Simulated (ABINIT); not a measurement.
# Effective mass calculation, with input and output: LiF (part 1 of 2)

- system: LiF (2 atoms in the cell)
- method: Kohn-Sham DFT of a periodic cell, PBE, PseudoDojo NC SR PBE v0.4.1 standard, no spin polarisation (ABINIT 10.8.3)

The structure derives from an entry of the Crystallography Open Database.

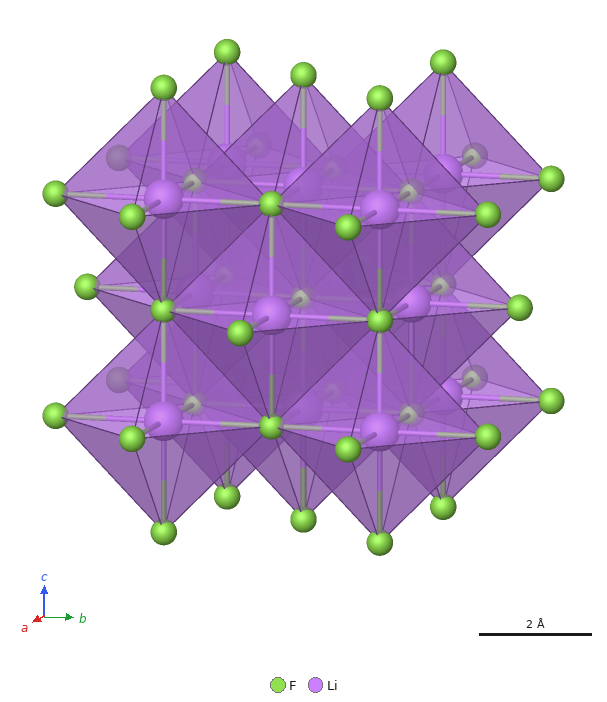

The input geometry (polyhedral view of the cell 4 times as large as that of the calculation, set on its symmetry axes, seen slightly off an axis; polyhedra are completed across the faces of the cell).

**Input file**
```
# Datasets
ndtset 3

# Pseudopotentials
pp_dirpath "./"
pseudos "F.upf, Li.upf"

# Structure
acell 5.3823672976 5.3823672976 5.3823672976
rprim
     0.0000000000     0.7071067812     0.7071067812
     0.7071067812     0.0000000000     0.7071067812
     0.7071067812     0.7071067812     0.0000000000
ntypat 2
znucl 9 3
natom 2
typat 1 2
xred
            1/2            1/2            1/2
            0.0            0.0            0.0

# Plane-wave basis
ecut 952.398519 eV

# Exchange and correlation
ixc 11

# Bands and occupations
occopt 1

# SCF cycle
nstep 80
diemac 6.0

# Output
iomode 3
prteig 0
prtebands 0

# Dataset 1: ground state
kptopt1 1
ngkpt1 8 8 8
nshiftk1 1
shiftk1 0.0 0.0 0.0
nband1 5
tolvrs1 1.0e-14
prtden1 1
prtwf1 0

# Datasets 2 and 3: the band edges
kptopt2 0
nkpt2 1
kpt2
  0.0 0.0 0.0
istwfk2 1*1
nband2 10
getden2 1
kptopt3 0
nkpt3 1
kpt3
  0.0 0.0 0.0
istwfk3 1*1
nband3 10
getden3 1

# Dataset 2: bands at fixed density
iscf2 -2
nbdbuf2 2
tolwfr2 1.0e-20
nstep2 200

# Dataset 3: effective masses
iscf3 -3
getwfk3 2
rfelfd3 2
rfdir3 1 1 1
nqpt3 1
qpt3 0.0 0.0 0.0
tolwfr3 1.0e-20
nbdbuf3 2
nstep3 200
efmas3 1
efmas_bands3 3 6
efmas_calc_dirs3 1
efmas_n_dirs3 5
efmas_dirs3
  1 0 0
  0 1 0
  0 0 1
  1 1 0
  1 1 1
efmas_ntheta3 40
prtwf3 0
prtden3 0
prtpot3 0
```

Hardware: 1 thread of Arm Neoverse V2, 24 GiB of memory available, shared host.

Launch command:
```bash
abinit run.abi > log 2>&1
```

**Log**
```
.Version 10.8.3 of ABINIT
 DATASET    1 : space group Fm -3 m (#225); Bravais cF (face-center cubic)
================================================================================
 Values of the parameters that define the memory need for DATASET  1.
     intxc =       0    ionmov =       0      iscf =       7    lmnmax =       5
     lnmax =       5     mgfft =      30  mpssoang =       3    mqgrid =    3001
     natom =       2  nloc_mem =       1    nspden =       1   nspinor =       1
    nsppol =       1      nsym =      48    n1xccc =    2501    ntypat =       2
    occopt =       1   xclevel =       2
       mpw =        1101          nfft =       27000          nkpt =          29
================================================================================
================================================================================

 DATASET    2 : space group Fm -3 m (#225); Bravais cF (face-center cubic)
================================================================================
 Values of the parameters that define the memory need for DATASET  2.
     intxc =       0    ionmov =       0      iscf =      -2    lmnmax =       5
     lnmax =       5     mgfft =      30  mpssoang =       3    mqgrid =    3001
     natom =       2  nloc_mem =       1    nspden =       1   nspinor =       1
    nsppol =       1      nsym =      48    n1xccc =    2501    ntypat =       2
    occopt =       1   xclevel =       2
       mpw =        1067          nfft =       27000          nkpt =           1
================================================================================
================================================================================

 DATASET    3 : space group Fm -3 m (#225); Bravais cF (face-center cubic)
================================================================================
 Values of the parameters that define the memory need for DATASET  3 (RF).
     intxc =       0      iscf =      -3    lmnmax =      13     lnmax =       5
     mgfft =      30  mpssoang =       3    mqgrid =    3001     natom =       2
  nloc_mem =       1    nspden =       1   nspinor =       1    nsppol =       1
      nsym =      48    n1xccc =    2501    ntypat =       2    occopt =       1
   xclevel =       2
      nfft =       27000          nkpt =           1
================================================================================
================================================================================

--------------------------------------------------------------------------------
------------- Echo of variables that govern the present computation ------------
--------------------------------------------------------------------------------
 -outvars: echo values of preprocessed input variables --------
            acell      5.3823672976E+00  5.3823672976E+00  5.3823672976E+00 Bohr
              amu      1.89984032E+01  6.94100000E+00
           diemac      6.00000000E+00
             ecut      3.50000000E+01 Hartree
           getden1          0
           getden2          1
           getden3          1
           getwfk1          0
           getwfk2          0
           getwfk3          2
             iscf1          7
             iscf2         -2
             iscf3         -3
              ixc          11
           jdtset        1    2    3
           kptopt1          1
           kptopt2          0
           kptopt3          0
         kptrlatt        8    0    0      0    8    0      0    0    8
          kptrlen1     4.30589384E+01
          kptrlen2     3.00000000E+01
          kptrlen3     3.00000000E+01
            natom           2
            nband1          5
            nband2         10
            nband3         10
           nbdbuf1          0
           nbdbuf2          2
           nbdbuf3          2
           ndtset           3
            ngfft          30      30      30
             nkpt1         29
             nkpt2          1
             nkpt3          1
             nqpt1          0
             nqpt2          0
             nqpt3          1
            nstep1         80
            nstep2        200
            nstep3        200
             nsym          48
           ntypat           2
        optdriver1          0
        optdriver2          0
        optdriver3          1
           prtden1          1
           prtden2          1
           prtden3          0
        prtebands           0
           prteig           0
            prtwf1          0
            prtwf2          1
            prtwf3          0
           rfelfd1          0
           rfelfd2          0
           rfelfd3          2
            rprim      0.0000000000E+00  7.0710678120E-01  7.0710678120E-01
                       7.0710678120E-01  0.0000000000E+00  7.0710678120E-01
                       7.0710678120E-01  7.0710678120E-01  0.0000000000E+00
           shiftk1     0.00000000E+00  0.00000000E+00  0.00000000E+00
           shiftk2     5.00000000E-01  5.00000000E-01  5.00000000E-01
           shiftk3     5.00000000E-01  5.00000000E-01  5.00000000E-01
          spgroup         225
           tolvrs1     1.00000000E-14
           tolvrs2     0.00000000E+00
           tolvrs3     0.00000000E+00
           tolwfr1     0.00000000E+00
           tolwfr2     1.00000000E-20
           tolwfr3     1.00000000E-20
            typat      1  2
           useylm1          0
           useylm2          0
           useylm3          1
           xangst      2.0139999987E+00  2.0139999987E+00  2.0139999987E+00
                       0.0000000000E+00  0.0000000000E+00  0.0000000000E+00
            xcart      3.8059084150E+00  3.8059084150E+00  3.8059084150E+00
                       0.0000000000E+00  0.0000000000E+00  0.0000000000E+00
             xred      5.0000000000E-01  5.0000000000E-01  5.0000000000E-01
                       0.0000000000E+00  0.0000000000E+00  0.0000000000E+00
            znucl        9.00000    3.00000

================================================================================

 chkinp: Checking input parameters for consistency, jdtset=   1.

 chkinp: Checking input parameters for consistency, jdtset=   2.

 chkinp: Checking input parameters for consistency, jdtset=   3.

================================================================================
== DATASET  1 ==================================================================

--- !DatasetInfo
iteration_state: {dtset: 1, }
dimensions: {natom: 2, nkpt: 29, mband: 5, nsppol: 1, nspinor: 1, nspden: 1, mpw: 1101, }
cutoff_energies: {ecut:  35.0, pawecutdg:  -1.0, }
electrons: {nelect:   1.00000000E+01, charge:   0.00000000E+00, occopt:   1.00000000E+00, tsmear:   1.00000000E-02, }
meta: {optdriver: 0, ionmov: 0, optcell: 0, iscf: 7, paral_kgb: 0, }
...

 Exchange-correlation functional for the present dataset will be:
  GGA: Perdew-Burke-Ernzerhof functional - ixc=11
  J.P.Perdew, K.Burke, M.Ernzerhof, PRL 77, 3865 (1996)

 Real(R)+Recip(G) space primitive vectors, cartesian coordinates (Bohr,Bohr^-1):
 R(1)=  0.0000000  3.8059084  3.8059084  G(1)= -0.1313747  0.1313747  0.1313747
 R(2)=  3.8059084  0.0000000  3.8059084  G(2)=  0.1313747 -0.1313747  0.1313747
 R(3)=  3.8059084  3.8059084  0.0000000  G(3)=  0.1313747  0.1313747 -0.1313747
 Unit cell volume ucvol=  1.1025670E+02 bohr^3
 Angles (23,13,12)=  6.00000000E+01  6.00000000E+01  6.00000000E+01 degrees

 getcut: wavevector=  0.0000  0.0000  0.0000  ngfft=  30  30  30
         ecut(hartree)=     35.000   => boxcut(ratio)=   2.09523

--- Pseudopotential description ------------------------------------------------
- pspini: atom type   1  psp file is ./F.upf
   9.00000   7.00000  171031                  znucl, zion, pspdat
12 -101130 2 -1 832                           pspcod,pspxc,lmax,lloc,mmax
     nproj     2     2     1

- pspini: atom type   2  psp file is ./Li.upf
   3.00000   3.00000  171031                  znucl, zion, pspdat
12 -101130 1 -1 1944                          pspcod,pspxc,lmax,lloc,mmax
     nproj     2     2     0

   7.61985667E+01                                ecore*ucvol(ha*bohr**3)
--------------------------------------------------------------------------------

================================================================================

--- !BeginCycle
iteration_state: {dtset: 1, }
solver: {iscf: 7, nstep: 80, nline: 4, wfoptalg: 0, }
tolerances: {tolvrs: 1.00E-14, }
...

     iter   Etot(hartree)      deltaE(h)  residm     vres2
 ETOT  1  -31.936836336734    -3.194E+01 2.960E-01 1.015E+02
 ETOT  2  -31.959901766501    -2.307E-02 7.069E-06 8.447E+01
 ETOT  3  -31.989717643723    -2.982E-02 2.420E-04 2.434E+00
 ETOT  4  -31.990444940328    -7.273E-04 3.350E-06 4.889E-03
 ETOT  5  -31.990445911159    -9.708E-07 4.075E-09 2.613E-04
 ETOT  6  -31.990445984833    -7.367E-08 4.353E-10 1.663E-06
 ETOT  7  -31.990445984876    -4.272E-11 1.074E-12 7.772E-09
 ETOT  8  -31.990445984876    -3.837E-13 1.235E-14 1.158E-10
 ETOT  9  -31.990445984876    -3.375E-13 5.314E-17 6.591E-12
 ETOT 10  -31.990445984876    -3.553E-15 9.701E-18 5.945E-15

 At SCF step   10       vres2   =  5.94E-15 < tolvrs=  1.00E-14 =>converged.

 Cartesian components of stress tensor (hartree/bohr^3)
  sigma(1 1)=  2.37637482E-05  sigma(3 2)=  0.00000000E+00
  sigma(2 2)=  2.37637482E-05  sigma(3 1)=  0.00000000E+00
  sigma(3 3)=  2.37637482E-05  sigma(2 1)=  0.00000000E+00

--- !ResultsGS
iteration_state: {dtset: 1, }
comment   : Summary of ground state results
lattice_vectors:
- [  0.0000000,   3.8059084,   3.8059084, ]
- [  3.8059084,   0.0000000,   3.8059084, ]
- [  3.8059084,   3.8059084,   0.0000000, ]
lattice_lengths: [   5.38237,    5.38237,    5.38237, ]
lattice_angles: [ 60.000,  60.000,  60.000, ] # degrees, (23, 13, 12)
lattice_volume:   1.1025670E+02
convergence: {deltae: -3.553E-15, res2:  5.945E-15, residm:  9.701E-18, diffor: null, }
etotal    :  -3.19904460E+01
entropy   :   0.00000000E+00
fermie    :  -3.57795251E-02
cartesian_stress_tensor: # hartree/bohr^3
- [  2.37637482E-05,   0.00000000E+00,   0.00000000E+00, ]
- [  0.00000000E+00,   2.37637482E-05,   0.00000000E+00, ]
- [  0.00000000E+00,   0.00000000E+00,   2.37637482E-05, ]
pressure_GPa:  -6.9915E-01
xred      :
- [  5.0000E-01,   5.0000E-01,   5.0000E-01,  F]
- [  0.0000E+00,   0.0000E+00,   0.0000E+00, Li]
cartesian_forces: # hartree/bohr
- [ -0.00000000E+00,  -0.00000000E+00,  -0.00000000E+00, ]
- [ -0.00000000E+00,  -0.00000000E+00,  -0.00000000E+00, ]
force_length_stats: {min:   0.00000000E+00, max:   0.00000000E+00, mean:   0.00000000E+00, }
...

 Integrated electronic density in atomic spheres:
 ------------------------------------------------
 Atom  Sphere_radius  Integrated_density
    1        2.00000          7.09521812
    2        2.00000          2.33072121
================================================================================

 ----iterations are completed or convergence reached----

 Mean square residual over all n,k,spin=   15.766E-19; max=  97.013E-19
 reduced coordinates (array xred) for    2 atoms
       0.500000000000      0.500000000000      0.500000000000
       0.000000000000      0.000000000000      0.000000000000
 rms dE/dt=  0.0000E+00; max dE/dt=  0.0000E+00; dE/dt below (all hartree)
    1       0.000000000000      0.000000000000      0.000000000000
    2       0.000000000000      0.000000000000      0.000000000000

 cartesian coordinates (angstrom) at end:
    1      2.01399999865790     2.01399999865790     2.01399999865790
    2      0.00000000000000     0.00000000000000     0.00000000000000

 cartesian forces (hartree/bohr) at end:
    1     -0.00000000000000    -0.00000000000000    -0.00000000000000
    2     -0.00000000000000    -0.00000000000000    -0.00000000000000
 frms,max,avg= 0.0000000E+00 0.0000000E+00   0.000E+00  0.000E+00  0.000E+00 h/b

 cartesian forces (eV/Angstrom) at end:
    1     -0.00000000000000    -0.00000000000000    -0.00000000000000
    2     -0.00000000000000    -0.00000000000000    -0.00000000000000
 frms,max,avg= 0.0000000E+00 0.0000000E+00   0.000E+00  0.000E+00  0.000E+00 e/A
 length scales=  5.382367297600  5.382367297600  5.382367297600 bohr
              =  2.848226112667  2.848226112667  2.848226112667 angstroms
 Fermi (or HOMO) energy (hartree) =  -0.03578   Average Vxc (hartree)=  -0.36443
 Eigenvalues (hartree) for nkpt=  29  k points:
 kpt#   1, nband=  5, wtk=  0.00195, kpt=  0.0000  0.0000  0.0000 (reduced coord)
  -1.53681   -0.76698   -0.03578   -0.03578   -0.03578
 prteigrs : prtvol=0 or 1, do not print more k-points.

--- !EnergyTerms
iteration_state     : {dtset: 1, }
comment             : Components of total free energy in Hartree
kinetic             :  2.15137367180043E+01
hartree             :  8.33823956342046E+00
xc                  : -7.30222430569517E+00
Ewald energy        : -2.04741383312259E+01
psp_core            :  6.91101454403849E-01
local_psp           : -2.75071889727271E+01
non_local_psp       : -7.24997211105678E+00
total_energy        : -3.19904459848764E+01
total_energy_eV     : -8.70504381875663E+02
band_energy         : -5.04019264134592E+00
...

 Cartesian components of stress tensor (hartree/bohr^3)
  sigma(1 1)=  2.37637482E-05  sigma(3 2)=  0.00000000E+00
  sigma(2 2)=  2.37637482E-05  sigma(3 1)=  0.00000000E+00
  sigma(3 3)=  2.37637482E-05  sigma(2 1)=  0.00000000E+00

-Cartesian components of stress tensor (GPa)         [Pressure= -6.9915E-01 GPa]
- sigma(1 1)=  6.99153611E-01  sigma(3 2)=  0.00000000E+00
- sigma(2 2)=  6.99153611E-01  sigma(3 1)=  0.00000000E+00
- sigma(3 3)=  6.99153611E-01  sigma(2 1)=  0.00000000E+00

================================================================================
== DATASET  2 ==================================================================

--- !DatasetInfo
iteration_state: {dtset: 2, }
dimensions: {natom: 2, nkpt: 1, mband: 10, nsppol: 1, nspinor: 1, nspden: 1, mpw: 1067, }
cutoff_energies: {ecut:  35.0, pawecutdg:  -1.0, }
electrons: {nelect:   1.00000000E+01, charge:   0.00000000E+00, occopt:   1.00000000E+00, tsmear:   1.00000000E-02, }
meta: {optdriver: 0, ionmov: 0, optcell: 0, iscf: -2, paral_kgb: 0, }
...

 mkfilename : getden/=0, take file _DEN from output of DATASET   1.

 Exchange-correlation functional for the present dataset will be:
  GGA: Perdew-Burke-Ernzerhof functional - ixc=11
  J.P.Perdew, K.Burke, M.Ernzerhof, PRL 77, 3865 (1996)

 Real(R)+Recip(G) space primitive vectors, cartesian coordinates (Bohr,Bohr^-1):
 R(1)=  0.0000000  3.8059084  3.8059084  G(1)= -0.1313747  0.1313747  0.1313747
 R(2)=  3.8059084  0.0000000  3.8059084  G(2)=  0.1313747 -0.1313747  0.1313747
 R(3)=  3.8059084  3.8059084  0.0000000  G(3)=  0.1313747  0.1313747 -0.1313747
 Unit cell volume ucvol=  1.1025670E+02 bohr^3
 Angles (23,13,12)=  6.00000000E+01  6.00000000E+01  6.00000000E+01 degrees

 getcut: wavevector=  0.0000  0.0000  0.0000  ngfft=  30  30  30
         ecut(hartree)=     35.000   => boxcut(ratio)=   2.09523
--------------------------------------------------------------------------------
```
